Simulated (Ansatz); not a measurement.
# Zn2Si3N: a trial structure relaxed, part 2 of 2

The task: take a trial cell of Zn2Si3N to zero force and stress.

Ansatz 0.2.0; DFT PBE, scalar-relativistic, plane waves, PAW.

### Step 4. Full relaxation

Input file input.yaml:

```yaml
crystal:
  lattice:
    - [2.47642618, 1.42976532, 4.05557875]
    - [-2.47642618, 1.42976532, 4.05557875]
    - [0.0, -2.85953064, 4.05557875]
  atoms:
    - { symbol: Zn, position: [0.12400857, 0.12400857, 0.12400857] }
    - { symbol: Zn, position: [0.87599143, 0.87599143, 0.87599143] }
    - { symbol: Si, position: [0.5, 0.0, 0.5] }
    - { symbol: Si, position: [0.0, 0.5, 0.5] }
    - { symbol: Si, position: [0.5, 0.5, 0.0] }
    - { symbol: "N", position: [0.5, 0.5, 0.5] }
basis:
  ecutwfc: 420
kpoints:
  mp_grid: { grid: [12, 12, 12] }
hamiltonian:
  xc: pbe
scf:
  occupations: { method: gaussian, width: 0.1 }
output:
  forces: true
  stress: true
  eigenvalues: true
  write_density: true
  write_potential: true
  elf: true
  volumetric_format: npy
relax:
  adjacent_minimum: "off"
  f_tol: 0.01
  max_steps: 80
  cell: { stress_tol: 0.05 }
```

Run with:

```bash
$ ansatz run input.yaml --threads 1 --pin off --max-ram 2560MiB --backend cpu --events-out ev --progress --plain --runs-dir out
```

The log of the run:

```text
Warning: RAYON_NUM_THREADS=1 ignored (pool sized by the plan → 1); use --threads N
Engine: ansatz 0.2.0, x86_64-unknown-linux-gnu
Pseudopotentials: kind: paw
Pseudopotential: Zn, paw, valence charge 12, recommended cutoff 420 eV (normal), Zn.paw.azcp
Pseudopotential: Si, paw, valence charge 4, recommended cutoff 420 eV (normal), Si.paw.azcp
Pseudopotential: N, paw, valence charge 5, recommended cutoff 420 eV (normal), N.paw.azcp
Functional definition: PBE
  parameter kappa = 0.804
  parameter beta = 0.06672455060314922
  exchange = pbe_x(kappa = kappa, mu = beta*pi^2/3)
  correlation = pbe_c(beta = beta)
Crystal: 6 atoms, lattice volume = 86.158 Å³
Basis set: ecut = 420 eV, 1687 PW (Γ), exchange–correlation on 72×72×72 points (8 copies of the dense FFT grid, shifted against one another)
Bands: 27, of which v1, the nominal top of the filled ones, is band 21 counted from 1 (20 counted from 0)
Symmetry: 12 space group operations
Space group: R-3m (ITA 166), of the structure as read, at distance tolerance 4.4e-5 Å
k-points: 189 of 1728
Non-local potential: Zn, projectors of the file, l = 0: 2, l = 1: 2, l = 2: 3, l = 3: 1
Non-local potential: Si, projectors of the file, l = 0: 2, l = 1: 2, l = 2: 2
Non-local potential: N, projectors of the file, l = 0: 2, l = 1: 2, l = 2: 1
PAW form: soft (Blöchl's): semilocal exchange-correlation on the pseudo side does not see the compensation charge
PAW one-centre angular grid: Zn, 590 points (default); XC on 64 Gauss nodes
PAW one-centre angular grid: Si, 110 points (default); XC on 64 Gauss nodes
PAW one-centre angular grid: N, 110 points (default); XC on 64 Gauss nodes
Initial density: superposition of atomic densities (neutral atoms: chi_scale 0, normalization atom), corrected by the library's trained network
Initial wavefunctions: pseudopotential atomic-orbital guess
Functional: x = pbe(κ = 0.804, μ = 0.2195149727645171), c = pbe(β = 0.06672455060314922)
SCF iter   1: F=—  HF=-8924.532993 eV  |F-HF|=—  |Δ(HF+E_count)|=         —  Δρ=2.54e-3  dr2=7.49e-3  ethr=1.77e-3  ⟨swp⟩=5.6  Hψ=24042  notcnv=0
preconditioner: auto → Kerker (q_TF=auto, 2.411 Å⁻¹)  [metal: Δε(μ)=0.002 eV  Ē_g=8.958 eV  σ=0.100 eV  W_gap=0.01  n_scr=14 (ndim 8)  ℏωp=25.6 eV  f_vac=0.000  D(μ)=2.21/eV (n_scr^D=14)]
SCF iter   2: F=—  HF=-8924.533053 eV  |F-HF|=—  |Δ(HF+E_count)|=   6.03e-5  Δρ=1.44e-3  dr2=2.31e-3  ethr=1.83e-5  ⟨swp⟩=2.3  Hψ=10289  notcnv=0  defer=1
SCF iter   3: F=—  HF=-8924.533034 eV  |F-HF|=—  |Δ(HF+E_count)|=   1.90e-5  Δρ=9.45e-4  dr2=8.91e-4  ethr=5.64e-6  ⟨swp⟩=2.0  Hψ=6806  notcnv=0  defer=2
SCF iter   4: F=—  HF=-8924.532736 eV  |F-HF|=—  |Δ(HF+E_count)|=   2.99e-4  Δρ=1.74e-4  dr2=2.85e-5  ethr=2.17e-6  ⟨swp⟩=2.0  Hψ=8074  notcnv=0  defer=1
SCF iter   5: F=—  HF=-8924.532744 eV  |F-HF|=—  |Δ(HF+E_count)|=   8.40e-6  Δρ=7.27e-5  dr2=3.64e-6  ethr=6.94e-8  ⟨swp⟩=2.5  Hψ=8602  notcnv=0  defer=1
SCF iter   6: F=-8924.532744 eV  HF=-8924.532744 eV  |F-HF|=1.45e-8  |Δ(HF+E_count)|=   2.63e-7  Δρ=1.05e-5  dr2=9.02e-8  ethr=2.44e-10  ⟨swp⟩=9.7  Hψ=39243  notcnv=0
SCF 1 converged in 6 iterations: F = -8924.532744 eV  dr2 = 9.02e-8
relax step   1: F+E_penalty+E_count = -8924.53274441 eV  Δ(F+E_penalty+E_count) = +0.000e0 eV  max|allowed force component| = 9.090e-2 eV/Å  Δτ_max = 0.0000 Å  P = -1.925 GPa  Ω = 86.158 Å³  (6 SCF iters, dr2 threshold 1.00e-7 eV, accepted)
Crystal: 6 atoms, lattice volume = 83.566 Å³
Basis set: ecut = 420 eV, 1621 PW (Γ), exchange–correlation on 72×72×72 points (8 copies of the dense FFT grid, shifted against one another)
Initial density: handed on by an earlier stage of this run
Initial wavefunctions: those handed on with the density
iter 1 solved again at ethr=3.76e-5 eV; its pass at ethr=3.10e-3 eV (dr2=1.54e-2 eV) is discarded
SCF iter   1: F=—  HF=-8924.802172 eV  |F-HF|=—  |Δ(HF+E_count)|=         —  Δρ=4.39e-3  dr2=1.58e-2  ethr=3.76e-5  ⟨swp⟩=1.3  Hψ=35275  notcnv=0
preconditioner: auto → Kerker (q_TF=auto, 2.423 Å⁻¹)  [metal: Δε(μ)=0.005 eV  Ē_g=9.099 eV  σ=0.100 eV  W_gap=0.03  n_scr=14 (ndim 8)  ℏωp=26.0 eV  f_vac=0.000  D(μ)=2.23/eV (n_scr^D=14)]
SCF iter   2: F=—  HF=-8924.799703 eV  |F-HF|=—  |Δ(HF+E_count)|=   2.47e-3  Δρ=2.53e-3  dr2=6.54e-3  ethr=3.76e-5  ⟨swp⟩=1.0  Hψ=5104  notcnv=0
SCF iter   3: F=—  HF=-8924.798932 eV  |F-HF|=—  |Δ(HF+E_count)|=   7.71e-4  Δρ=1.44e-3  dr2=9.37e-4  ethr=1.60e-5  ⟨swp⟩=2.0  Hψ=8679  notcnv=0
SCF iter   4: F=—  HF=-8924.798132 eV  |F-HF|=—  |Δ(HF+E_count)|=   8.00e-4  Δρ=3.99e-4  dr2=1.44e-4  ethr=2.28e-6  ⟨swp⟩=3.0  Hψ=11590  notcnv=0
SCF iter   5: F=—  HF=-8924.798118 eV  |F-HF|=—  |Δ(HF+E_count)|=   1.32e-5  Δρ=1.40e-4  dr2=1.78e-5  ethr=3.51e-7  ⟨swp⟩=2.6  Hψ=8082  notcnv=0
SCF iter   6: F=—  HF=-8924.798116 eV  |F-HF|=—  |Δ(HF+E_count)|=   1.97e-6  Δρ=4.68e-5  dr2=1.25e-6  ethr=4.33e-8  ⟨swp⟩=2.9  Hψ=9291  notcnv=0
SCF iter   7: F=-8924.798117 eV  HF=-8924.798117 eV  |F-HF|=3.38e-8  |Δ(HF+E_count)|=   3.53e-7  Δρ=1.04e-5  dr2=6.81e-8  ethr=1.46e-9  ⟨swp⟩=12.6  Hψ=48238  notcnv=0
SCF 2 converged in 7 iterations: F = -8924.798117 eV  dr2 = 6.81e-8
  Residual-converged pass: ⟨swp⟩=1.0  Hψ=5863  notcnv=0  max |occ|·‖R‖ = 7.1e-9 eV (tolerance 1.0e-8 eV)  dr2=6.81e-8  dr2_onsite=1.09e-8  max |Δocc| = 2.5e-10
relax step   2: F+E_penalty+E_count = -8924.79811679 eV  Δ(F+E_penalty+E_count) = -2.654e-1 eV  max|allowed force component| = 4.524e-2 eV/Å  Δτ_max = 0.0060 Å  P = -0.201 GPa  Ω = 83.566 Å³  energy of the carried Pulay correction = +2.582e-3 eV  (7 SCF iters, dr2 threshold 6.00e-7 eV, accepted)
Crystal: 6 atoms, lattice volume = 82.890 Å³
Basis set: ecut = 420 eV, 1639 PW (Γ), exchange–correlation on 72×72×72 points (8 copies of the dense FFT grid, shifted against one another)
iter 1 solved again at ethr=8.00e-5 eV; its pass at ethr=3.10e-3 eV (dr2=3.28e-2 eV) is discarded
SCF iter   1: F=—  HF=-8925.070988 eV  |F-HF|=—  |Δ(HF+E_count)|=         —  Δρ=6.08e-3  dr2=3.31e-2  ethr=8.00e-5  ⟨swp⟩=2.0  Hψ=39967  notcnv=0
preconditioner: auto → Kerker (q_TF=auto, 2.426 Å⁻¹)  [metal: Δε(μ)=0.002 eV  Ē_g=9.220 eV  σ=0.100 eV  W_gap=0.01  n_scr=14 (ndim 8)  ℏωp=26.1 eV  f_vac=0.000  D(μ)=1.70/eV (n_scr^D=14)]
SCF iter   2: F=—  HF=-8925.065557 eV  |F-HF|=—  |Δ(HF+E_count)|=   5.43e-3  Δρ=3.53e-3  dr2=1.29e-2  ethr=8.00e-5  ⟨swp⟩=1.1  Hψ=5409  notcnv=0
SCF iter   3: F=—  HF=-8925.063446 eV  |F-HF|=—  |Δ(HF+E_count)|=   2.11e-3  Δρ=1.65e-3  dr2=1.15e-3  ethr=3.15e-5  ⟨swp⟩=2.0  Hψ=8781  notcnv=0
SCF iter   4: F=—  HF=-8925.062316 eV  |F-HF|=—  |Δ(HF+E_count)|=   1.13e-3  Δρ=5.02e-4  dr2=2.59e-4  ethr=2.80e-6  ⟨swp⟩=3.0  Hψ=10684  notcnv=0
SCF iter   5: F=—  HF=-8925.062274 eV  |F-HF|=—  |Δ(HF+E_count)|=   4.18e-5  Δρ=1.60e-4  dr2=2.77e-5  ethr=6.33e-7  ⟨swp⟩=2.5  Hψ=7920  notcnv=0
SCF iter   6: F=—  HF=-8925.062269 eV  |F-HF|=—  |Δ(HF+E_count)|=   5.82e-6  Δρ=6.49e-5  dr2=2.88e-6  ethr=6.76e-8  ⟨swp⟩=2.5  Hψ=8833  notcnv=0
SCF iter   7: F=-8925.062269 eV  HF=-8925.062269 eV  |F-HF|=9.95e-8  |Δ(HF+E_count)|=   2.09e-7  Δρ=1.72e-5  dr2=1.99e-7  ethr=1.46e-9  ⟨swp⟩=15.1  Hψ=59720  notcnv=0
SCF 3 converged in 7 iterations: F = -8925.062269 eV  dr2 = 1.99e-7
relax step   3: F+E_penalty+E_count = -8925.06226864 eV  Δ(F+E_penalty+E_count) = -2.642e-1 eV  max|allowed force component| = 9.697e-2 eV/Å  Δτ_max = 0.0199 Å  P = +0.015 GPa  Ω = 82.890 Å³  energy of the carried Pulay correction = +3.269e-3 eV  (7 SCF iters, dr2 threshold 6.00e-7 eV, accepted)
[... from here on, the SCF cycles and remarks between the steps are left out ...]
relax step   4: F+E_penalty+E_count = -8925.27367027 eV  Δ(F+E_penalty+E_count) = -2.114e-1 eV  max|allowed force component| = 1.143e-1 eV/Å  Δτ_max = 0.0352 Å  P = +1.273 GPa  Ω = 81.797 Å³  energy of the carried Pulay correction = +4.390e-3 eV  (7 SCF iters, dr2 threshold 6.00e-7 eV, accepted)
relax step   5: F+E_penalty+E_count = -8925.59097613 eV  Δ(F+E_penalty+E_count) = -3.173e-1 eV  max|allowed force component| = 8.464e-2 eV/Å  Δτ_max = 0.0320 Å  P = +0.153 GPa  Ω = 82.603 Å³  energy of the carried Pulay correction = +3.562e-3 eV  (7 SCF iters, dr2 threshold 6.00e-7 eV, accepted)
relax step   6: F+E_penalty+E_count = -8925.73629480 eV  Δ(F+E_penalty+E_count) = -1.453e-1 eV  max|allowed force component| = 7.757e-1 eV/Å  Δτ_max = 0.0038 Å  P = +1.692 GPa  Ω = 81.679 Å³  energy of the carried Pulay correction = +4.512e-3 eV  (7 SCF iters, dr2 threshold 6.00e-7 eV, accepted)
relax step   7: F+E_penalty+E_count = -8925.76206331 eV  Δ(F+E_penalty+E_count) = -2.577e-2 eV  max|allowed force component| = 3.537e-1 eV/Å  Δτ_max = 0.0786 Å  P = +0.411 GPa  Ω = 82.738 Å³  energy of the carried Pulay correction = +3.423e-3 eV  (6 SCF iters, dr2 threshold 6.00e-7 eV, accepted)
relax step   8: F+E_penalty+E_count = -8925.76687252 eV  Δ(F+E_penalty+E_count) = -4.809e-3 eV  max|allowed force component| = 9.031e-2 eV/Å  Δτ_max = 0.0355 Å  P = -0.795 GPa  Ω = 83.617 Å³  energy of the carried Pulay correction = +2.531e-3 eV  (6 SCF iters, dr2 threshold 6.00e-7 eV, accepted)
relax step   9: F+E_penalty+E_count = -8925.76969411 eV  Δ(F+E_penalty+E_count) = -2.822e-3 eV  max|allowed force component| = 1.853e-2 eV/Å  Δτ_max = 0.0057 Å  P = +0.127 GPa  Ω = 82.869 Å³  energy of the carried Pulay correction = +3.290e-3 eV  (6 SCF iters, dr2 threshold 6.00e-7 eV, accepted)
relax step  10: F+E_penalty+E_count = -8925.76965175 eV  Δ(F+E_penalty+E_count) = +4.236e-5 eV  max|allowed force component| = 4.641e-4 eV/Å  Δτ_max = 0.0013 Å  P = +0.002 GPa  Ω = 82.972 Å³  energy of the carried Pulay correction = +3.185e-3 eV  (6 SCF iters, dr2 threshold 7.83e-8 eV, accepted)
relax step  11: F+E_penalty+E_count = -8925.81450118 eV  Δ(F+E_penalty+E_count) = -4.485e-2 eV  max|allowed force component| = 3.416e-4 eV/Å  Δτ_max = 0.0000 Å  P = +0.635 GPa  Ω = 82.972 Å³  stress off target by 1.01e0 GPa  SCF on the basis re-selected at this cell (its energy is not comparable with the rows above)  (8 SCF iters)
relax step  12: F+E_penalty+E_count = -8925.81710560 eV  Δ(F+E_penalty+E_count) = -2.604e-3 eV  max|allowed force component| = 6.480e-3 eV/Å  Δτ_max = 0.0049 Å  P = +0.078 GPa  Ω = 83.580 Å³  energy of the carried Pulay correction = -6.798e-4 eV  (6 SCF iters, dr2 threshold 6.00e-7 eV, accepted)
relax step  13: F+E_penalty+E_count = -8925.81705619 eV  Δ(F+E_penalty+E_count) = +4.942e-5 eV  max|allowed force component| = 3.988e-4 eV/Å  Δτ_max = 0.0004 Å  P = -0.001 GPa  Ω = 83.649 Å³  energy of the carried Pulay correction = -7.492e-4 eV  (6 SCF iters, dr2 threshold 3.08e-8 eV, accepted)
iter 1 solved again at ethr=1.62e-7 eV; its pass at ethr=3.10e-3 eV (dr2=6.62e-5 eV) is discarded
SCF iter   1: F=—  HF=-8925.817710 eV  |F-HF|=—  |Δ(HF+E_count)|=         —  Δρ=1.90e-4  dr2=7.48e-7  ethr=1.62e-7  ⟨swp⟩=3.0  Hψ=37564  notcnv=0
SCF iter   2: F=—  HF=-8925.817832 eV  |F-HF|=—  |Δ(HF+E_count)|=   1.22e-4  Δρ=9.72e-5  dr2=2.54e-7  ethr=1.83e-9  ⟨swp⟩=2.5  Hψ=9141  notcnv=0
SCF iter   3: F=—  HF=-8925.817862 eV  |F-HF|=—  |Δ(HF+E_count)|=   2.91e-5  Δρ=1.31e-5  dr2=2.10e-8  ethr=6.19e-10  ⟨swp⟩=2.4  Hψ=8923  notcnv=0
SCF iter   4: F=—  HF=-8925.817862 eV  |F-HF|=—  |Δ(HF+E_count)|=   3.51e-7  Δρ=1.48e-6  dr2=1.96e-9  ethr=5.11e-11  ⟨swp⟩=2.0  Hψ=8582  notcnv=0
SCF iter   5: F=—  HF=-8925.817862 eV  |F-HF|=—  |Δ(HF+E_count)|=  2.00e-11  Δρ=5.76e-7  dr2=7.04e-11  ethr=4.79e-12  ⟨swp⟩=2.0  Hψ=8261  notcnv=0
SCF iter   6: F=-8925.817862 eV  HF=-8925.817862 eV  |F-HF|=5.09e-11  |Δ(HF+E_count)|=  5.88e-10  Δρ=2.03e-7  dr2=1.29e-11  ethr=1.00e-12  ⟨swp⟩=5.5  Hψ=22216  notcnv=0
SCF 14 converged in 6 iterations: F = -8925.817862 eV  dr2 = 1.29e-11
relax step  14: F+E_penalty+E_count = -8925.81786190 eV  Δ(F+E_penalty+E_count) = -8.057e-4 eV  max|allowed force component| = 2.706e-4 eV/Å  Δτ_max = 0.0000 Å  P = +0.011 GPa  Ω = 83.649 Å³  stress off target by 1.74e-2 GPa  SCF on the basis re-selected at this cell (its energy is not comparable with the rows above)  (6 SCF iters)
basis re-selected at this cell: Δ(F+E_penalty+E_count) = -8.057e-4 eV, ΔP = +0.012 GPa vs the last step (what re-selecting the basis moved, of the pressure what is left beyond the Pulay correction that the steps carried, after the strain that the cell walked since its last selection, with what the two solves' SCF thresholds leave and, on support functions, any second-order correction that the steps lacked; it is no measure of the basis error at this ecutwfc). This SCF's stress stands 1.74e-2 GPa from its target on what of the cell is left free (relax.cell.stress_tol is 5.00e-2 GPa) and its largest allowed force component is 2.71e-4 eV/Å (relax.f_tol is 1.00e-2 eV/Å): within both
SCF converged after 6 iterations
Free energy (F): -8925.817862 eV
Harris-Foulkes:  -8925.817862 eV  (|F-HF|=5.09e-11)
Internal energy: -8925.806603 eV  (E = F + TS)
E sigma→0 (E₀):  -8925.812232 eV
Entropy (-TS):   -0.011259 eV (-1.876 meV/atom)
Fermi energy:    10.211350 eV
--- Per-component energies (eV) ---
  E_band       = 143.212627
  E_kinetic    = 508.571229
  E_local      = -3861.122052  (includes V_loc(G=0)·N_el)
  E_nonlocal   = 1342.388883
  E_hartree    = 1639.829044
  E_xc         = -502.161939
  E_vxc        = -323.145272  (∫ρ·V_xc dr)
  E_paw        = -5309.792318  (= ΣΔE_a)
  E_vpaw       = -803.137658  (= ΣTr[D̂ρ^β])
  E_aug_tail   = -0.000674  (compensation charges beyond the density's cutoff)
  E_ewald      = -2743.518776
  E_smearing   = -0.011259  (= −TS)
  E_closure    = 0.000000  (closes the sum)
  Σ components = -8925.817862   (vs F -8925.817862, Δ=0.00e0)
--- Forces (eV/Å), atoms counted from 1 ---
  atom   1  Zn    -0.00000000    -0.00000000     0.00027060
  atom   2  Zn     0.00000000     0.00000000    -0.00027060
  atom   3  Si    -0.00000000     0.00000000    -0.00000000
  atom   4  Si     0.00000000    -0.00000000    -0.00000000
  atom   5  Si    -0.00000000     0.00000000    -0.00000000
  atom   6  N      0.00000000    -0.00000000    -0.00000000
  max |Σ_I F_I| component: 4.84e-29 eV/Å
--- Stress (GPa, compression-positive) ---
        0.017391      -0.000000      -0.000000
       -0.000000       0.017391       0.000000
       -0.000000       0.000000      -0.002801
  P = ⅓ Tr σ = 0.0107 GPa (0.107 kbar)
--- Band table (eV; the first three rows and the last of 189) ---
  k-point 0: bands = ["-5.7161", "0.4656", "2.1008", "2.1008", "2.1981", "2.3325", "2.3705", "2.3705", "2.5418", "2.5418", "2.6954", "2.6954", "3.4571", "4.7173", "4.7173", "5.2761", "5.2761", "7.2320", "8.5394", "9.6856", "9.6856", "12.2080", "12.2080", "12.2997", "12.2997", "13.6265", "14.7184"]
  k-point 1: bands = ["-5.6939", "0.4218", "2.0690", "2.0871", "2.1541", "2.1922", "2.3922", "2.4925", "2.5464", "2.5599", "2.6988", "2.7032", "3.4238", "4.4581", "4.7164", "5.3277", "5.7689", "7.1369", "8.3926", "9.5129", "10.0187", "11.8407", "11.9111", "12.3322", "12.8154", "13.5678", "14.4304"]
  k-point 2: bands = ["-5.6313", "0.2741", "1.9116", "2.0026", "2.1082", "2.1834", "2.4215", "2.5705", "2.5860", "2.6034", "2.7015", "2.7223", "3.3450", "4.2153", "4.7270", "5.4565", "6.5039", "7.0583", "8.1856", "9.1505", "10.6929", "11.0942", "11.5922", "12.2844", "13.4562", "13.6629", "14.0944"]
  k-point 188: bands = ["-4.8359", "-0.5672", "1.5028", "1.5028", "2.1301", "2.3260", "2.3260", "2.6846", "2.6846", "2.8400", "2.8400", "2.8679", "2.9062", "3.7512", "3.7512", "5.3911", "5.3911", "6.0066", "8.4753", "10.4324", "10.4324", "10.7206", "13.0339", "13.0339", "16.3856", "17.0155", "17.0155"]
--- Relaxed structure (12 steps of the walk, 12 accepted, 2 SCFs on fresh bases) ---
  F+E_penalty+E_count = -8925.81786190 eV   max|allowed force component| = 2.706e-4 eV/Å   (the final SCF, on the basis selected at the relaxed cell)
  cell:  # Å, volume = 83.6488 Å³
    - [2.807584758764714, 1.620959816245498, 3.063398767307667]
    - [-2.807584758764714, 1.620959816245498, 3.063398767307667]
    - [1.0578149153014131e-35, -3.241919632490996, 3.063398767307667]
  atoms:
    - { symbol: Zn, position: [0.12685804205409562, 0.12685804205409562, 0.12685804205409562] }
    - { symbol: Zn, position: [0.8731419579459042, 0.8731419579459042, 0.8731419579459042] }
    - { symbol: Si, position: [0.5, 0.0, 0.5] }
    - { symbol: Si, position: [0.0, 0.5, 0.5] }
    - { symbol: Si, position: [0.5, 0.5, 0.0] }
    - { symbol: N, position: [0.49999999999999994, 0.49999999999999994, 0.49999999999999994] }
```

Wall time 11 min (1 thread of AMD EPYC 7R43 (Zen 3), shared host); peak memory 0.7 GiB.

The steps of the relaxation:

```
step  energy from step 1 (eV/cell)  largest force component (eV/Å)  pressure (GPa)  volume (Å³)
   1                        0.0000                          0.0909           -1.93        86.16
   2                       -0.2654                          0.0452           -0.20        83.57
   3                       -0.5295                          0.0970            0.01        82.89
   4                       -0.7409                          0.1143            1.27        81.80
   5                       -1.0582                          0.0846            0.15        82.60
   6                       -1.2036                          0.7757            1.69        81.68
   7                       -1.2293                          0.3537            0.41        82.74
   8                       -1.2341                          0.0903           -0.80        83.62
   9                       -1.2370                          0.0185            0.13        82.87
  10                       -1.2369                          0.0005            0.00        82.97
  11                       -1.2818                          0.0003            0.64        82.97
  12                       -1.2844                          0.0065            0.08        83.58
  13                       -1.2843                          0.0004            0.00        83.65
  14                       -1.2851                          0.0003            0.01        83.65
```

Step 1 is the start. Steps 11, 14 each repeat the geometry before them on a plane-wave basis chosen anew, so the energy can jump there without any move.

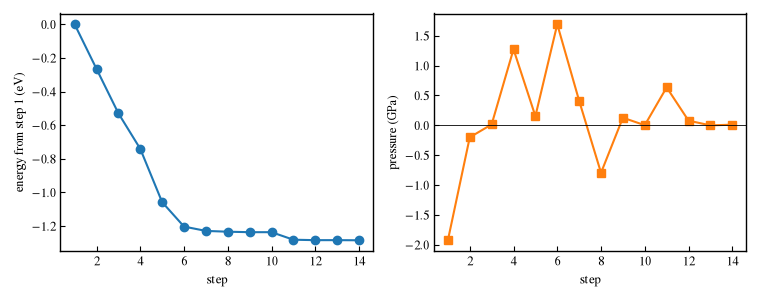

Energy and pressure along the relaxation.

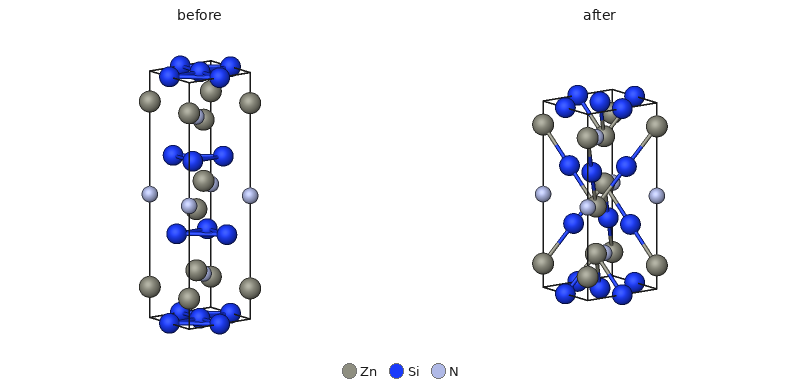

Before and after, at one scale.

Lengths and angles in the start's conventional setting:

|  | before | after | change |
| --- | --- | --- | --- |
| a (Å) | 4.953 | 5.615 | +13.4 % |
| b (Å) | 4.953 | 5.615 | +13.4 % |
| c (Å) | 12.167 | 9.190 | -24.5 % |
| volume (Å³/atom) | 14.36 | 13.94 | -2.9 % |
| shortest distance (Å) | 2.476 | 2.230 | -9.9 % |
| space group (0.01 Å) | R-3m | R-3m | same |

Forces and stress were held to the start's 12 operations: a distortion of lower symmetry was not tested.

The maps below are laid out on this run's own conventional cell (a, b, c = 5.615, 5.615, 9.190 Å).

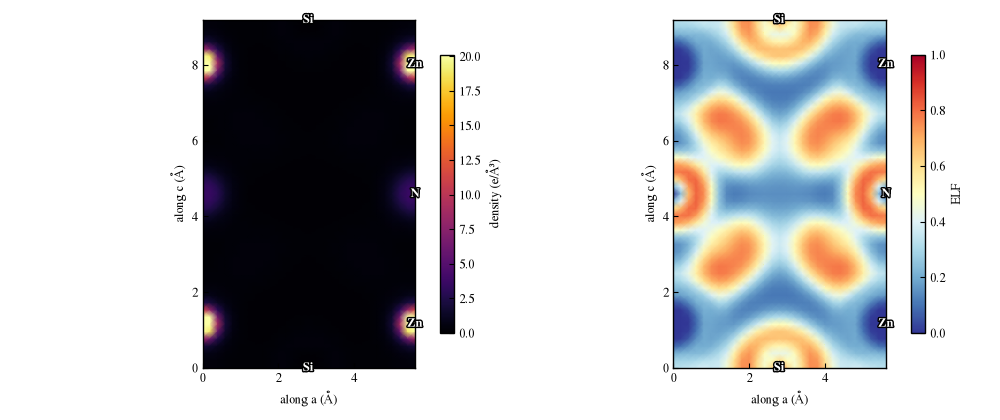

Density (left) and ELF (right) in a lattice plane of the grid's cell (edges 5.62 and 9.19 Å, at 0.000 of the third edge), which holds Zn and Si and N. Only atoms in the plane are labelled; the density scale stops at 20.12 e/Å³. Both are smooth fields of the valence electrons: close to the nuclei they are not physical.

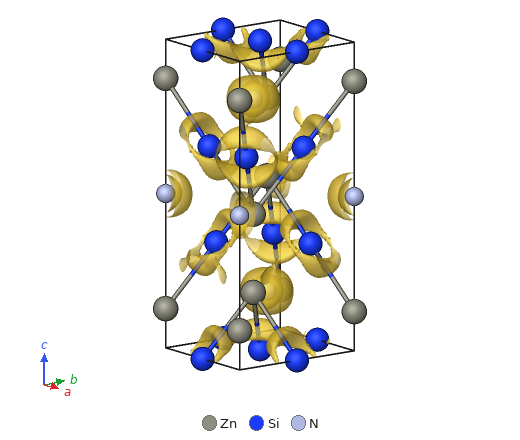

Surface of ELF = 0.76, drawn in one cell.

Maxima of ELF outside the ion cores: 0.84 on the Si–Zn line, 0.9 Å from Si; 0.82 in the shell around N, 0.6 Å from N; 0.76 in the shell around Si, 0.9 Å from Si.

### Step 5. Results

The summary covers parts 1 to 2. Changes of volume or cell count from the first structure of part 1.

| quantity | value |
| --- | --- |
| symmetry at the end (tolerance 0.05 Å) | space group R-3m (No. 166) |
| conventional cell | a = 5.615 Å, b = 5.615 Å, c = 9.190 Å, α = 90.00°, β = 90.00°, γ = 120.00° |
| volume | 13.94 Å³/atom |
| energy over the elements (uncorrected; H, N, O, F and Cl as molecules) | +0.61 eV/atom |
| gap on the mesh | none (metal) |

The space group R-3m (No. 166) is kept, and the volume per atom shrinks by 2.9 % from the first guess. The formation energy is positive, so the separate elements lie lower. No finished test with a distortion of lower symmetry is shown, so the end may be a saddle point. A spin-polarised run here lost its starting moments, which speaks against magnetism, though one start doesn't rule it out. Other magnetic orders were not searched.
